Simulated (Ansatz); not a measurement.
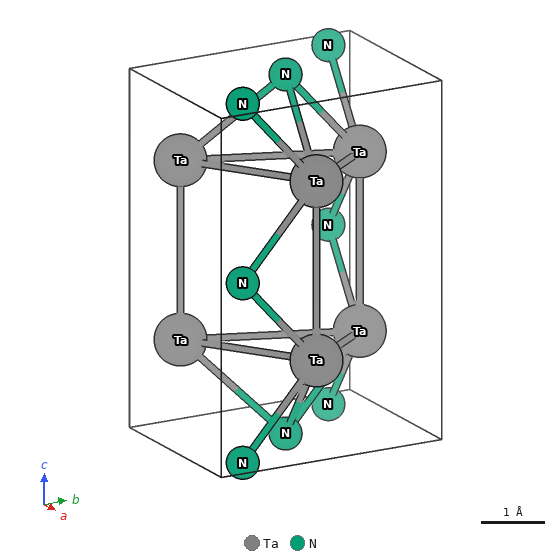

Ball-and-stick drawing of the structure, looking slightly off an axis. Lines trace the edges of the supercell. The host is TaN, in a cell of 12 sites, and the cell is neutral.

### Spot the defect.

A nitrogen vacancy. Around the empty site lie six Ta at about 2.2 Å.

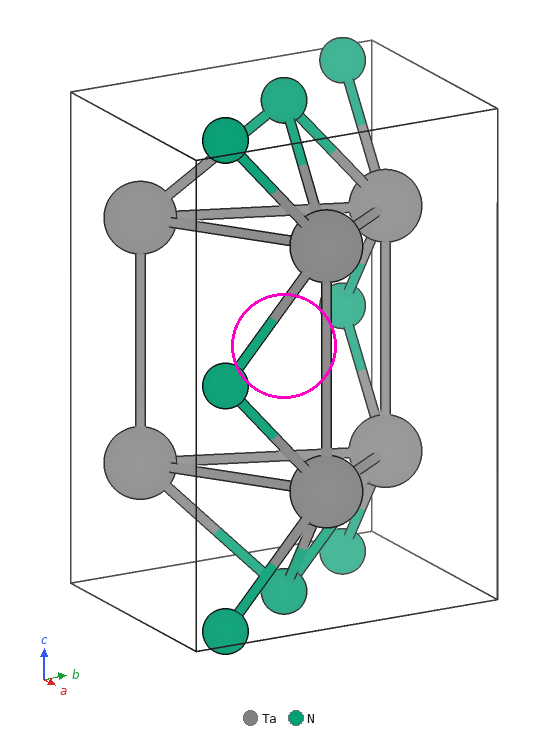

The same cell with a ring at the defect's site.

The atoms were relaxed in the host's cell with DFT PBE, scalar-relativistic, plane waves, PAW (Ansatz 0.2.0).
